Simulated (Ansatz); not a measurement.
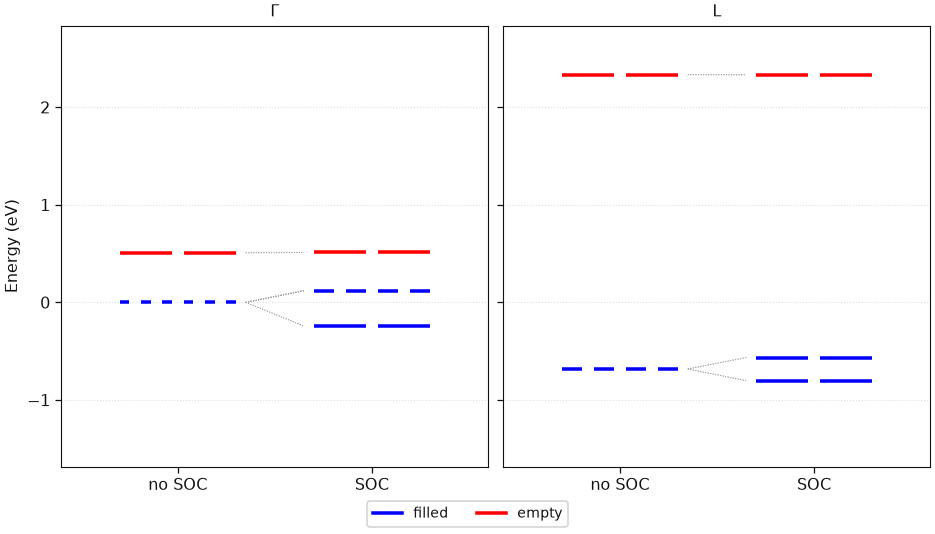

Levels at Γ and L, each bar one state with spin counted. Zero is the valence top without spin-orbit coupling, and the two sets are aligned on the mean of the six top valence states at Γ.

System: zincblende CdSe, space group F-43m (No. 216), 2 atoms in the primitive cell, volume scaled by a factor 1.02; cubic a = 6.181 Å. Run without spin-orbit coupling: PBE with D3(BJ) dispersion, Ansatz PAW, 8×8×8 k mesh, 420 eV cutoff, Fermi-Dirac smearing of 0.05 eV (Ansatz 0.2.0). Run with it: PBE, Ansatz PAW, 8×8×8 k mesh, 420 eV cutoff, Fermi-Dirac smearing of 0.05 eV (Ansatz 0.2.0). Neither carries moments.

**How does spin-orbit coupling split the valence top at Γ?**

The threefold valence top at Γ (six states with spin) splits into a fourfold level on top and a twofold one 0.36 eV below it, the split-off level.

**What happens to the direct gaps?**

The vertical gap goes from 0.51 to 0.39 eV at Γ and from 3.02 to 2.90 eV at L. A third of the splitting is 0.12 eV, which accounts for the change at Γ: the fourfold level rises by about that much.

**And the smallest gap over all k points computed?**

It narrows from 0.51 eV (valence top at Γ, conduction bottom at Γ) to 0.39 eV.

LDA, GGA and most meta-GGA functionals understate gaps. The usual form of CdSe is wurtzite, though both occur.
